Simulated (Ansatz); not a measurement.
MgZn31O32 (cell with a defect), 64 atoms, a = 10.16 Å, b = 10.16 Å, c = 10.16 Å, α = 99.62°, β = 112.05°, γ = 117.23°.

All numbers below come from Ansatz, DFT PBE, scalar-relativistic, plane waves, PAW.

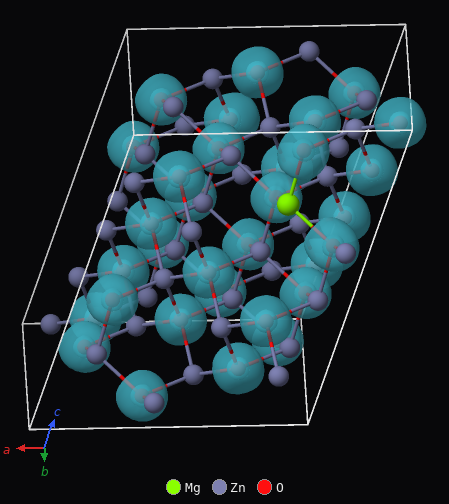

MgZn31O32 (cell with a defect). Isosurface of the ELF at 0.7 (cyan), seen at an oblique angle. Only the valence region is drawn (cores and ρ < 0.01 e/Å³ removed). Sticks mark near contacts.

Core electrons are frozen (PAW), and the valence fields are smoothed inside the atomic spheres.

Question: Where are the electrons localised?

Answer: At this value the surface marks out 32 regions wrapped around O (the valence shell of each), counted in one cell of 64 atoms. Any copies at cell faces, edges or corners count once. Profiles from the grid: Mg–O (1.99 Å): the ELF peaks at about 0.85 in the valence shell of O, 0.6 Å from its nucleus, and is about 0.35 at the midpoint: a closed-shell, largely ionic contact. Zn–O (2.00 Å): the ELF peaks at about 0.85 in the valence shell of O, 0.6 Å from its nucleus, and is about 0.25 at the midpoint (no shared electron pair shows on this line).

Question: Does the calculation make it a metal, or give it a gap?

Answer: It is gapped, with a Kohn–Sham gap of 1.7 eV on the k-point mesh (the band edges may lie off the mesh, which would make the gap smaller).
